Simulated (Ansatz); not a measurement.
## Single-point calculation, with input and output: Sn₈HO (part 1 of 2)

Sn₈HO (slab, 20 atoms in the cell), computed with DFT PBE+D3(BJ), scalar-relativistic, plane waves, PAW, no spin polarisation (Ansatz 0.2.0).

The structure derives from an entry of the Crystallography Open Database. It belongs to a series of runs on one base structure; here: the whole at its places in the relaxed adsorbed structure. Figures and captions count atoms from 1; the log counts them from 0 in places.

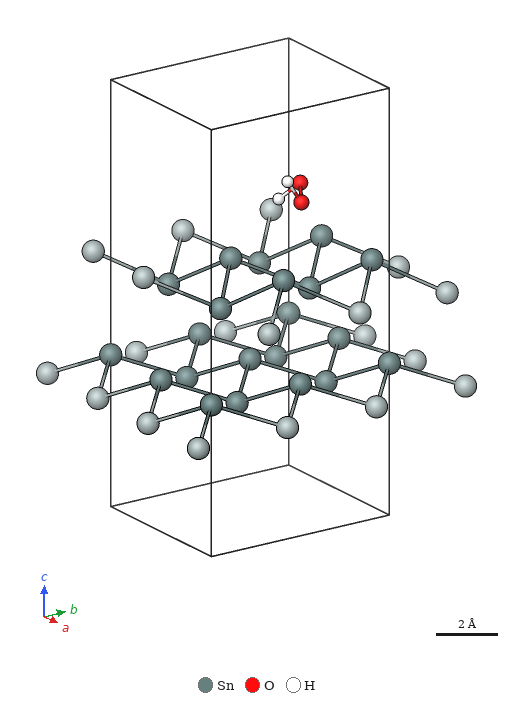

**Figure 1.** The structure as given in the input (ball-and-stick view of the cell of the calculation, with the vacuum cut short, seen slightly off an axis; neighbours outside the cell are drawn fainter). An atom can appear more than once, as a periodic image.

### Input file
```yaml
crystal:
  lattice:
    - [9.2964173513, 0.0, 0.0]
    - [-4.6482086756, 8.0509335904, 0.0]
    - [0.0, 0.0, 24.4255581139]
  atoms:
    - { symbol: Sn, position: [0.6666666667, 0.3333333333, 0.3275257811] }
    - { symbol: Sn, position: [0.6666666667, 0.8333333333, 0.3275257811] }
    - { symbol: Sn, position: [0.1666666667, 0.3333333333, 0.3275257811] }
    - { symbol: Sn, position: [0.1666666667, 0.8333333333, 0.3275257811] }
    - { symbol: Sn, position: [0.5, 0.5, 0.3663708146] }
    - { symbol: Sn, position: [0.5, 0.0, 0.3663708146] }
    - { symbol: Sn, position: [0.0, 0.5, 0.3663708146] }
    - { symbol: Sn, position: [0.0, 0.0, 0.3663708146] }
    - { symbol: Sn, position: [0.0785752016, 0.7904836853, 0.452880789] }
    - { symbol: Sn, position: [0.0695037941, 0.2854078938, 0.4517512896] }
    - { symbol: Sn, position: [0.5795613236, 0.7890587338, 0.4528504143] }
    - { symbol: Sn, position: [0.5789167843, 0.2891465918, 0.4530874947] }
    - { symbol: Sn, position: [0.90851506, 0.9535314611, 0.5049254116] }
    - { symbol: Sn, position: [0.9079667434, 0.4573646879, 0.5045359942] }
    - { symbol: Sn, position: [0.409053862, 0.9535313378, 0.5034185581] }
    - { symbol: Sn, position: [0.3994002866, 0.4486641597, 0.5008741632] }
    - { symbol: O, position: [0.8035551961, 0.6165346949, 0.5958264122] }
    - { symbol: O, position: [0.6886378121, 0.675195497, 0.6115331008] }
    - { symbol: H, position: [0.7921298379, 0.546609211, 0.6273088747] }
    - { symbol: H, position: [0.5947173655, 0.6073457407, 0.5864959813] }
basis:
  ecutwfc: 420
kpoints:
  mp_grid: { grid: [3, 3, 1] }
hamiltonian:
  xc: pbe
  dispersion: d3bj
scf:
  occupations: { method: gaussian, width: 0.1 }
output:
  forces: true
  eigenvalues: true
  write_density: true
  volumetric_format: npy
efield:
  axis: 3
  dipole_correction: true
  ramp_width: 0.04
```

Machine: 4 threads of Intel Xeon (Sapphire Rapids), 32 GiB of memory available, shared host.

Launch command:
```bash
ansatz run input.yaml --threads 4 --pin off --max-ram 10240MiB --backend cpu --events-out ev --progress --plain --runs-dir out
```

### Log
```
Engine: ansatz 0.2.0, x86_64-unknown-linux-gnu
Pseudopotentials: kind: paw
Pseudopotential: Sn, paw, valence charge 14, recommended cutoff 420 eV (normal), Sn.paw.azcp
Pseudopotential: O, paw, valence charge 6, recommended cutoff 420 eV (normal), O.paw.azcp
Pseudopotential: H, paw, valence charge 1, recommended cutoff 420 eV (normal), H.paw.azcp
Functional definition: PBE
  parameter kappa = 0.804
  parameter beta = 0.06672455060314922
  exchange = pbe_x(kappa = kappa, mu = beta*pi^2/3)
  correlation = pbe_c(beta = beta)
Crystal: 20 atoms, lattice volume = 1828.127 Å³
Basis set: ecut = 420 eV, 35685 PW (Γ), exchange–correlation on 128×128×360 points (8 copies of the dense FFT grid, shifted against one another)
Bands: 143, of which v1, the nominal top of the filled ones, is band 119 counted from 1 (118 counted from 0)
Symmetry: 1 space group operations
Space group: P1 (ITA 1), of the structure as read, at distance tolerance 1.2e-4 Å
k-points: 5 of 9 (time reversal used)
Non-local potential: Sn, projectors of the file, l = 0: 2, l = 1: 2, l = 2: 2, l = 3: 2
Non-local potential: O, projectors of the file, l = 0: 2, l = 1: 2, l = 2: 1
Non-local potential: H, projectors of the file, l = 0: 2, l = 1: 1
PAW form: soft (Blöchl's): semilocal exchange-correlation on the pseudo side does not see the compensation charge
PAW one-centre angular grid: Sn, 590 points (default); XC on 64 Gauss nodes
PAW one-centre angular grid: O, 110 points (default); XC on 64 Gauss nodes
PAW one-centre angular grid: H, 110 points (default); XC on 64 Gauss nodes
Initial density: superposition of atomic densities (neutral atoms: chi_scale 0, normalization atom), corrected by the library's trained network
Initial wavefunctions: pseudopotential atomic-orbital guess
Functional: x = pbe(κ = 0.804, μ = 0.2195149727645171), c = pbe(β = 0.06672455060314922)
SCF iter   1: F=—  HF=-97550.413816 eV  |F-HF|=—  |Δ(HF+E_count)|=         —  Δρ=1.80e-3  dr2=8.90e-2  ethr=1.77e-3  p=-0.114 e·Å  D=-1.13e-2 V/Å  ΔV_dip=0.28 eV  dr2_dipole=4.16e-3  V_vac-E_F(+/−)=4.38/4.10 eV  ⟨swp⟩=7.2  Hψ=3274  notcnv=0  defer=1
efield: sawtooth ramp at fractional position 0.9574 (placed from the atoms, in the widest stretch of the axis that holds none; the zero of the levels goes with the place), width 0.0400; the density the first Hamiltonian is built on has a dipole p = -0.114 e·Å; the dipole correction subtracts the counter field D = -1.13e-2 V/Å, which shifts the + side's vacuum level by +0.28 eV against the − side's; the planar-averaged density in the ramp window peaks in size at 4.2e-6 e/Å³
preconditioner: auto → LDOS  [insulator: Δε(μ)=0.196 eV  Ē_g=18.400 eV  σ=0.100 eV  W_gap=0.83  n_scr=212 (ndim 8)  ℏωp=13.3 eV  f_vac=0.653  D(μ)=2.18/eV (n_scr^D=2)  ε∞_Penn≈1.5  β→1.0]
SCF iter   2: F=—  HF=-97550.418809 eV  |F-HF|=—  |Δ(HF+E_count)|=   4.99e-3  Δρ=1.07e-3  dr2=5.47e-2  ethr=3.74e-5  p=0.077 e·Å  D=7.60e-3 V/Å  ΔV_dip=-0.19 eV  dr2_dipole=4.29e-3  V_vac-E_F(+/−)=4.12/4.30 eV  ⟨swp⟩=3.0  Hψ=1543  notcnv=0  defer=78
SCF iter   3: F=—  HF=-97550.408238 eV  |F-HF|=—  |Δ(HF+E_count)|=   1.06e-2  Δρ=5.32e-4  dr2=9.91e-3  ethr=2.30e-5  p=0.021 e·Å  D=2.05e-3 V/Å  ΔV_dip=-0.05 eV  dr2_dipole=6.22e-4  V_vac-E_F(+/−)=4.14/4.19 eV  ⟨swp⟩=2.0  Hψ=1228  notcnv=0  defer=78
SCF iter   4: F=—  HF=-97550.406668 eV  |F-HF|=—  |Δ(HF+E_count)|=   1.57e-3  Δρ=2.35e-4  dr2=1.02e-3  ethr=4.16e-6  p=0.028 e·Å  D=2.80e-3 V/Å  ΔV_dip=-0.07 eV  dr2_dipole=1.33e-6  V_vac-E_F(+/−)=4.14/4.21 eV  ⟨swp⟩=2.8  Hψ=1239  notcnv=0  defer=78
SCF iter   5: F=—  HF=-97550.406454 eV  |F-HF|=—  |Δ(HF+E_count)|=   2.14e-4  Δρ=6.29e-5  dr2=6.92e-5  ethr=4.27e-7  p=0.031 e·Å  D=3.06e-3 V/Å  ΔV_dip=-0.07 eV  dr2_dipole=9.55e-7  V_vac-E_F(+/−)=4.14/4.21 eV  ⟨swp⟩=3.0  Hψ=1290  notcnv=0  defer=78
SCF iter   6: F=—  HF=-97550.406876 eV  |F-HF|=—  |Δ(HF+E_count)|=   4.23e-4  Δρ=1.49e-5  dr2=6.24e-6  ethr=2.91e-8  p=0.031 e·Å  D=3.05e-3 V/Å  ΔV_dip=-0.07 eV  dr2_dipole=8.25e-7  V_vac-E_F(+/−)=4.14/4.21 eV  ⟨swp⟩=3.0  Hψ=1325  notcnv=0  defer=31
SCF iter   7: F=—  HF=-97550.406883 eV  |F-HF|=—  |Δ(HF+E_count)|=   6.40e-6  Δρ=5.47e-6  dr2=6.22e-7  ethr=2.62e-9  p=0.031 e·Å  D=3.08e-3 V/Å  ΔV_dip=-0.08 eV  dr2_dipole=9.67e-9  V_vac-E_F(+/−)=4.14/4.21 eV  ⟨swp⟩=2.2  Hψ=913  notcnv=0  defer=31
SCF iter   8: F=-97550.406884 eV  HF=-97550.406884 eV  |F-HF|=9.43e-8  |Δ(HF+E_count)|=   1.11e-6  Δρ=1.32e-6  dr2=5.38e-8  ethr=4.20e-11  p=0.031 e·Å  D=3.07e-3 V/Å  ΔV_dip=-0.08 eV  dr2_dipole=7.15e-9  V_vac-E_F(+/−)=4.14/4.21 eV  ⟨swp⟩=18.6  Hψ=3397  notcnv=0
SCF 1 converged in 8 iterations: F = -97550.406884 eV  dr2 = 5.38e-8
  greatest PAW one-centre occupation: 0.991 electrons in one spin orbital (limit 2), on the Sn atom at site 13 (counted from 0), in its partial waves of l = 2
```

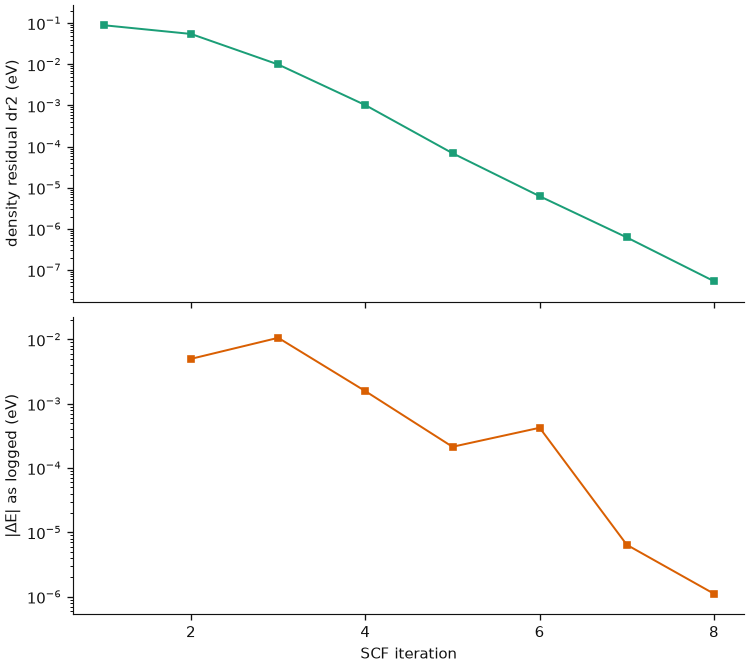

**Figure 2.** Convergence of the self-consistent field: density residual dr2 and size of the energy change against the SCF iteration. The residual falls at every step.

```
SCF converged after 8 iterations
Free energy (F): -97550.406884 eV
Harris-Foulkes:  -97550.406884 eV  (|F-HF|=9.43e-8)
Internal energy: -97550.394305 eV  (E = F + TS)
E sigma→0 (E₀):  -97550.400595 eV
Entropy (-TS):   -0.012579 eV (-0.629 meV/atom)
Fermi energy:    -0.509284 eV
Dipole field:    D = 0.003111 V/Å  (p = 0.031426 e·Å, saw-weighted, corrected)
Work function:   Φ+ = 4.1395 eV   Φ− = 4.2155 eV
Levels:          The Fermi level and band energies are counted from a zero that moves with the ramp; work functions are not
--- Per-component energies (eV) ---
  E_band       = -3950.916616
  E_kinetic    = 3353.967821
  E_local      = -162160.873994  (includes V_loc(G=0)·N_el)
  E_nonlocal   = -418.394806
  E_hartree    = 81379.651828
  E_xc         = -6277.922715
  E_vxc        = -1735.556989  (∫ρ·V_xc dr)
  E_paw        = -66493.403414  (= ΣΔE_a)
  E_vpaw       = -5750.329227  (= ΣTr[D̂ρ^β])
  E_aug_tail   = 0.002258  (compensation charges beyond the density's cutoff)
  E_efield     = 0.000049  (sawtooth field / dipole correction)
  E_vefield    = 0.970231  (∫n·V_field dr)
  E_ewald      = 53070.427105
  E_disp       = -3.848437  (pairwise vdW)
  E_smearing   = -0.012579  (= −TS)
  E_closure    = 0.000000  (closes the sum)
  Σ components = -97550.406884   (vs F -97550.406884, Δ=0.00e0)
--- Forces (eV/Å), atoms counted from 1 ---
  atom   1  Sn     0.09328854     0.05195496    -0.67813763
  atom   2  Sn     0.09619785     0.06036918    -0.68799061
  atom   3  Sn     0.10963513     0.06644849    -0.74837377
  atom   4  Sn     0.10914957     0.05148703    -0.69069469
  atom   5  Sn    -0.10834661    -0.04892485     0.65903862
  atom   6  Sn    -0.09180733    -0.05884440     0.72634398
  atom   7  Sn    -0.08952663    -0.06250120     0.68662936
  atom   8  Sn    -0.11804770    -0.05442059     0.71450538
  atom   9  Sn     0.00070740    -0.00157220     0.00259675
  atom  10  Sn    -0.00073474     0.00219873     0.00929646
  atom  11  Sn    -0.00358263    -0.01046443    -0.00551768
  atom  12  Sn    -0.00694119    -0.00445553    -0.00117079
  atom  13  Sn     0.00287957     0.00062833     0.00862586
  atom  14  Sn     0.00779940    -0.00070761    -0.00238445
  atom  15  Sn    -0.00015524     0.00127347     0.00492225
  atom  16  Sn     0.00465736     0.00232380     0.00726036
  atom  17  O     -0.02049535     0.00487255     0.02604306
  atom  18  O      0.01312954    -0.02417249    -0.03715791
  atom  19  H     -0.00817412     0.00743098    -0.01198728
  atom  20  H      0.01038660     0.01708367     0.01807947
  max |Σ_I F_I| component: 7.33e-5 eV/Å
--- Band table (eV; the first three rows and the last of 5) ---
```
